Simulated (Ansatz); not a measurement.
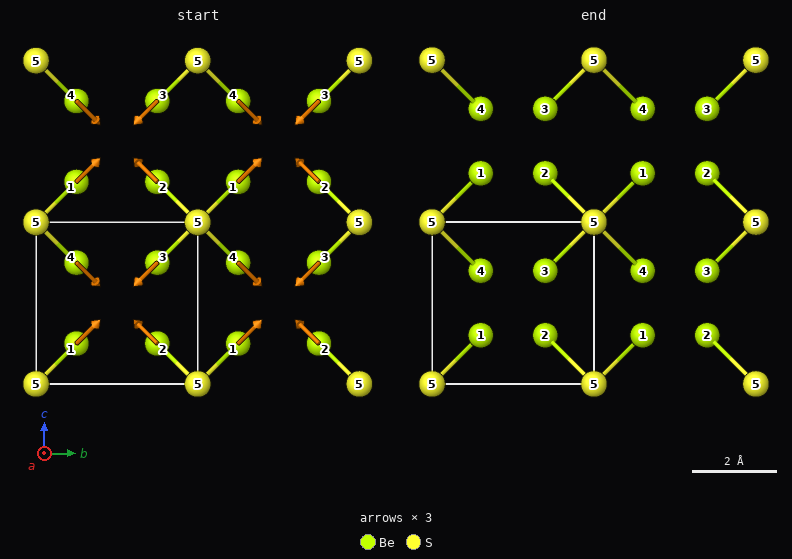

The structure of solid Be$_{4}$S (a generated structure, set up in P-43m) (coarse preliminary run) before (left) and after (right) a relaxation, at one scale. The orange arrows give the displacements, magnified 3 times.

The picture is a ball-and-stick view of the cell of the calculation, repeated 1 × 2 × 2 with one cell outlined, seen along the a axis.

Theory: DFT PBE, scalar-relativistic, plane waves, PAW in Ansatz 0.2.0. Settings: plane-wave cutoff 420 eV; k-point mesh 4 × 4 × 4; occupations gaussian; smearing width 0.1 eV; no spin polarisation; cell and atoms relaxed; force threshold 0.04 eV/Å; at most 70 steps.

### Describe what moved and what it gained.

After 4 accepted moves (5 points after the start) the energy has fallen by 1095 meV per atom. Largest force component: 5.1 eV/Å at the start, 0.027 eV/Å at the end. The pressure goes from 36.33 to −0.09 GPa. At 1 point the geometry stayed and the basis and grid were re-selected for the new cell (energy shift of less than 0.05 meV per atom at most each time). The largest moves relative to the cell, 0.34 Å, are those of Be1, Be2, Be3 and Be4. Be1 goes along [1 1 1]. S stays in place. The volume changes by +0.5 %, with a = b = c 3.858 → 3.864 Å (+0.2 %). Among the contacts that change: Be1–S5 1.670 → 2.013 Å. The space group stays P-43m (No. 215). The run took 6.7 s on 1 thread of Arm Neoverse V1, with other jobs on the host, peak memory 0.28 GiB.

Limits of the set-up: the k-point mesh is coarse for a cell with partly filled bands.
